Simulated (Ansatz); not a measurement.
**P: density, localisation and related maps**

```
P
1.0
     0.00000    0.00000   -4.63208
     3.28373    0.00000    0.00000
     0.00000  -34.85703    0.00000
P
4
Cartesian
  0.0000 -1.0366 -1.9892
  0.0000 -33.8204 -2.7429
  1.6419 -33.8204 -4.2052
  1.6419 -1.0366 -0.4268
```

Space group Pm; a structure from a database of computed crystals, not necessarily the ambient phase; changed on purpose from its base cell (atom 1 (P) moved by (+0.000, -0.100) A along x and z); not relaxed (largest force 1.0 eV/Å).

The calculation used DFT PBEsol, scalar-relativistic, plane waves, PAW in Ansatz 0.2.0.

The density is the valence pseudo-density of a PAW calculation; it isn't the true density close to the nuclei.

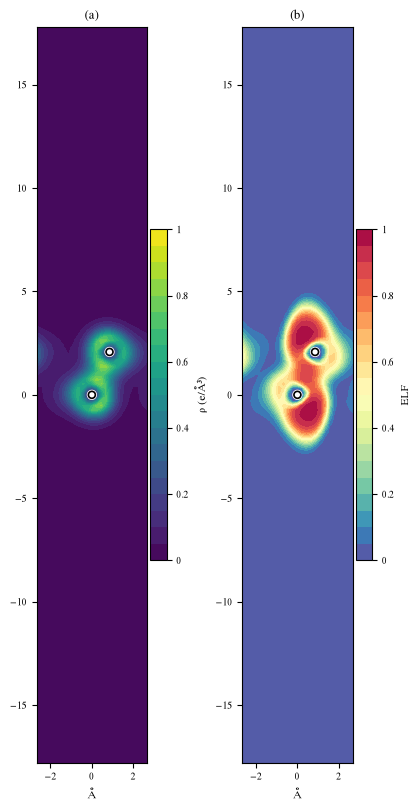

Figure 1. (a) valence pseudo-density; (b) electron localisation function on the (010) plane of the conventional cell. Circles mark the nuclei in the plane (P).

**Read the bonding off the picture.**

The plane passes through P nuclei.
P–P (2.24 Å): the density is about 0.73 e/Å³ at the midpoint; the ELF peaks at about 0.90 between the atoms; localised, covalent bonding.
The density dies away to nearly zero in the voids.
The ELF also peaks beside P, away from the bonds: lone-pair regions.

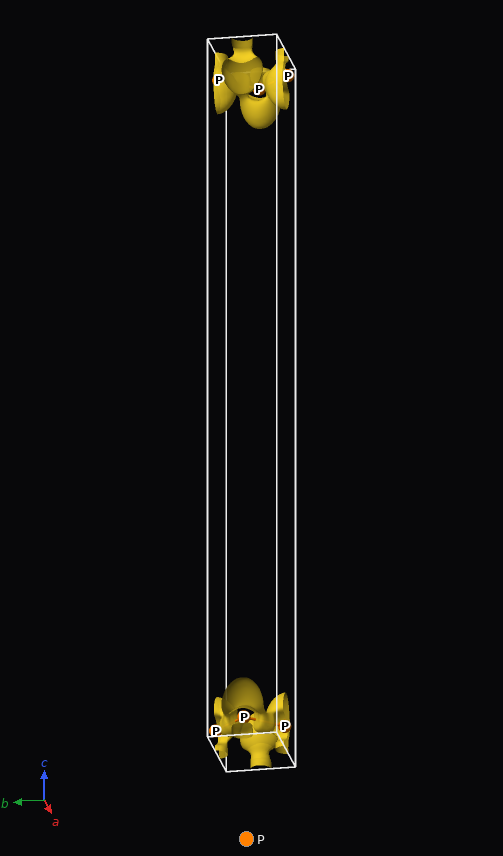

Figure 2. Isosurface of the electron localisation function at 0.75 (yellow), seen at an oblique angle. Only the valence region is drawn (cores and ρ < 0.01 e/Å³ removed). Sticks mark near contacts.

**Describe the localisation domains.**

The ELF exceeds this value in sheets that run through the cell in two directions, counted in one cell of 4 atoms. Any copies at cell faces, edges or corners count once. There are no localised bonds or lone pairs at this value.


P–P (2.20 Å): the ELF peaks at about 0.90 between the atoms; a shared electron pair.

**Does the calculation give a band gap?**

It is gapped, with a Kohn–Sham gap of 1.0 eV on the k-point mesh (the band edges may lie off the mesh, which would make the gap smaller).
